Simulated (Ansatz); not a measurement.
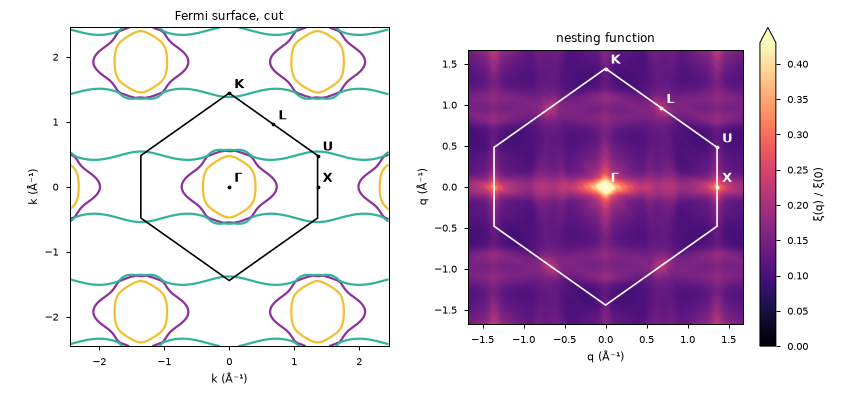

HfB (Fm-3m): a cut of the Fermi surface and the nesting function ξ(q) = Σ δ(ε_k) δ(ε_k+q) over all sheets (each δ a Gaussian as wide as the level changes between mesh points, at least 0.03 eV; heights depend on it), both in the plane through Γ, X and L.

Level of theory: DFT PBE, scalar-relativistic, plane waves, PAW; levels and slopes on a dense k mesh at the converged density in Ansatz 0.2.0. No spin polarisation. Mesh 34×34×34, interpolated with the band slopes. The geometry was not relaxed (residual pressure 30 GPa). Sheets, masses and frequencies are those of this strained cell.

> Where is the strongest nesting away from q = 0?

The highest maximum lies at X, at q = (0.00, −0.50, −0.50) in units of the primitive reciprocal vectors. It reaches 0.39 of the value at q = 0, against a mean of 0.14. A peak of ξ alone doesn't prove an instability there.

Spin-orbit coupling is left out; with Hf it can split, shift or remove sheets. Necks and pockets thinner than about two mesh steps aren't resolved, so separate pockets may in truth be joined.
